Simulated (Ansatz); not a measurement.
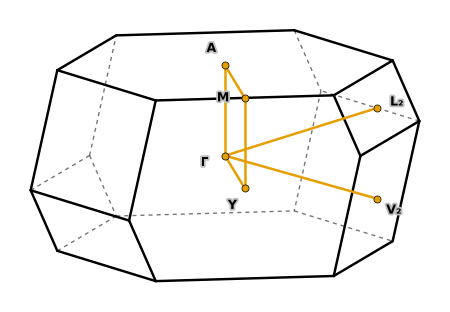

For Co, the input geometry of an electronic-structure calculation (not necessarily at equilibrium); the starting structure was generated, so it need not be a known form of this composition: the figure shows the first Brillouin zone with its special points and a band path. All values are computed from the atomic coordinates in the standard setting (tolerance 0.002 Å).

Labels and path follow the convention of Hinuma et al. (2017), as computed by seekpath.

### What lattice type do the shape and the labels point to?

A base-centred monoclinic lattice (mC; extended symbol mC2). The zone is an elongated dodecahedron in its combinatorial type: 12 faces (8 with 4 edges, 4 with 6 edges), 28 edges, 18 vertices.

### In which order does the conventional band path visit the special points?

Γ–Y–M–A–Γ | L₂–Γ–V₂
